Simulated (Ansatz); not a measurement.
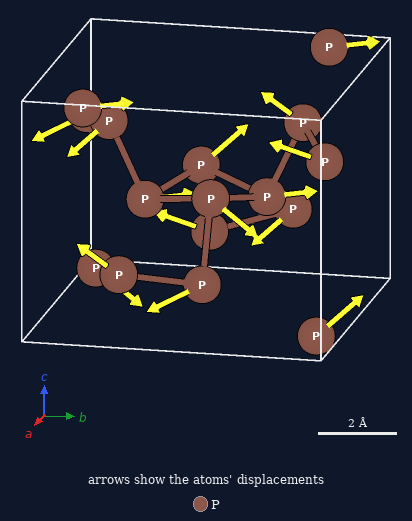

One vibrational mode of a crystal of P (a generated structure) at the zone centre. The yellow arrows are the displacements of the atoms (eigenvector over the root of the mass), of arbitrary overall length and sign. The picture is a ball-and-stick view of the conventional cell (2 times the calculation's cell), seen slightly off an axis. Lengths and directions refer to the drawn axes.

Theory: DFT PBE, scalar-relativistic, plane waves, PAW in Ansatz 0.2.0.

Input
```yaml
crystal:
  lattice:
    - [-3.9417724557, 3.9417724557, 3.2132233277]
    - [3.9417724557, -3.9417724557, 3.2132233277]
    - [3.9417724557, 3.9417724557, -3.2132233277]
  atoms:
    - { symbol: P, position: [0.7766742221, 0.0258765043, 0.8695368814] }
    - { symbol: P, position: [0.1563396229, 0.9071373407, 0.1304631186] }
    - { symbol: P, position: [0.6571373407, 0.4063396229, 0.6304631186] }
    - { symbol: P, position: [0.7758765043, 0.0266742221, 0.3695368814] }
    - { symbol: P, position: [0.5936603771, 0.2241234957, 0.2507977178] }
    - { symbol: P, position: [0.9733257779, 0.3428626593, 0.7492022822] }
    - { symbol: P, position: [0.9741234957, 0.8436603771, 0.7507977178] }
    - { symbol: P, position: [0.0928626593, 0.2233257779, 0.2492022822] }
basis:
  ecutwfc: 420
kpoints:
  mp_grid: { grid: [6, 6, 6] }
hamiltonian:
  xc: pbe
scf:
  occupations: { method: fixed }
output:
  eigenvalues: true
phonons:
  method: dfpt
  dielectric: true
  rigid_motions: translations
  eigenvectors: true
  qmesh: [2, 2, 2]
  temperatures: { t_max: 1000, t_step: 100 }
  qpath:
    path:
      - [[0.0, 0.0, 0.0], [0.0, 0.0, 0.5], [-0.5, 0.5, 0.5], [0.0, 0.0, 0.0], [0.41612643, 0.41612643, -0.41612643]]
      - [[-0.41612643, 0.58387357, 0.41612643], [-0.5, 0.5, 0.5]]
      - [[0.0, 0.0, 0.5], [0.25, 0.25, 0.25], [0.0, 0.5, 0.0], [0.0, 0.0, 0.0]]
    npoints: 8
```

Launched with:
```bash
ansatz run input.yaml --threads 4 --pin off --max-ram 8192MiB --backend cpu --events-out ev --progress --plain --runs-dir out
```

Frequencies are those without the non-analytic (LO–TO) term.

Question: Describe the mode and give its frequency.

Answer: This is the E mode (doubly degenerate; one member of the set is drawn) at 161 cm⁻¹, optical level 4 of 16, counted from below, infrared- and Raman-active by symmetry. Atoms of one kind move against one another, with no net shift of their sublattice; it mainly bends the P–P bonds. Its infrared intensity is 0.28 (D/Å)²/amu for the set.
